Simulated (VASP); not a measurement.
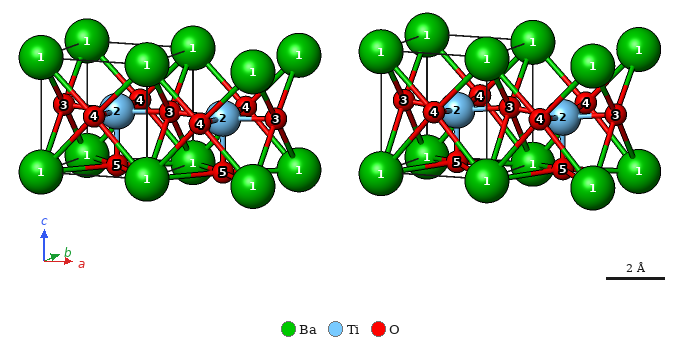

Two geometries of a crystal of BaTiO₃ (set up in P4mm), drawn at one scale. One is the start of a relaxation, the other its converged end. Style: ball-and-stick. Shown: the cell of the calculation, repeated 2 × 1 × 1 with one cell outlined, slightly off an axis.

All numbers below come from Kohn-Sham DFT of a periodic cell, RPBE with D3, VASP PAW PBE potentials, recommended (VASP). Set-up: plane-wave cutoff 600 eV; k-point mesh 7 × 7 × 7; occupations fermi-dirac; smearing width 0.05 eV; no spin polarisation.

Which geometry has the lower energy?

Answer. The right one is the relaxed one. The run lets cell and atoms move. The energy falls by 15.3 meV per atom in 20 geometry steps. The largest force component goes from 0.28 to 0.0084 eV/Å. Pressure: 4.73 GPa at the start and 0.00 GPa at the end. The atom that moves furthest relative to the cell is O5 (0.11 Å along +c). Largest moves by element: O 0.11 Å, Ti 0.09 Å, Ba 0.06 Å. The drawn cell changes as follows: a = b 4.000 → 3.997 Å (−0.1 %), c 4.018 → 4.277 Å (+6.4 %); the volume changes by +6.3 %. Near-neighbour distances that change, for instance: Ti2–O5 2.126 → 2.469 Å, Ba1–O3 2.884 → 3.035 Å, Ba1–Ti2 3.493 → 3.593 Å, Ti2–O5 (another image) 1.892 → 1.808 Å. Among the angles between lasting bonds that change: Ba1–O5–Ba1 176.9° → 169.8°, O3–Ti2–O3 173.8° → 167.1°, Ti2–O3–Ti2 173.8° → 167.1°. The space group stays P4mm (No. 99). It ran on 1 thread of Intel(R) Xeon(R) 6975P-C (Granite Rapids), on a shared host.
